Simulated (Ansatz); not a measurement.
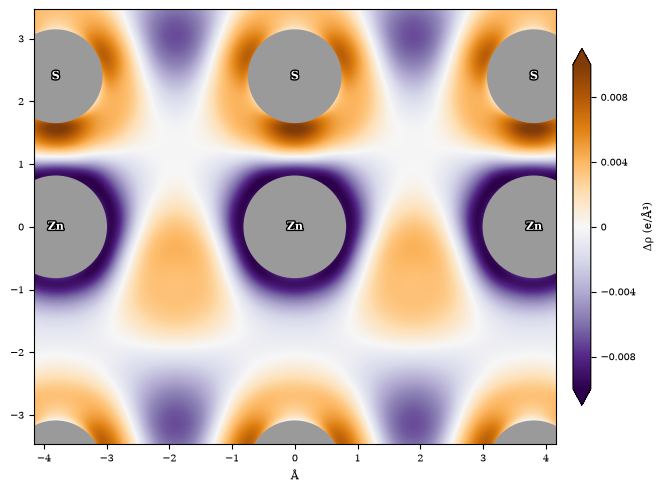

ZnS: difference of two self-consistent densities at the same geometry, ρ(r2SCAN) − ρ(PBE), on the (100) plane of the conventional cell. Grey discs cover the cores, where the PAW densities can't be compared. Cores are masked to 0.8 Å (Zn) and 0.7 Å (S).

Space group P6_3mc; not relaxed (largest force 0.3 eV/Å).

Both runs: Ansatz, scalar-relativistic, plane waves and PAW, same cutoff, k-points and PAW files (made with PBE).

```xyz
4
Lattice="3.8110 0.0000 0.0000 -1.9055 3.3004 0.0000 0.0000 0.0000 6.2340" Properties=species:S:1:pos:R:3 pbc="T T T"
Zn    0.0000    2.2003    0.0000
Zn    1.9055    1.1001    3.1170
S     0.0000    2.2003    2.4001
S     1.9055    1.1001    5.5171
```

How does the change of level move the electrons?

Against PBE, and outside the masked cores, the largest gain lies at the edge of the masked core of S, and the largest loss lies at the edge of the masked core of Zn.
Bader charges are Zn +0.89 and S −0.89 e with PBE and Zn +0.97 and S −0.97 e with r2SCAN.
At this volume the pressure is 2 GPa with PBE and 0 GPa with r2SCAN.
The gap on the mesh is 2.25 eV with PBE and 2.82 eV with r2SCAN.
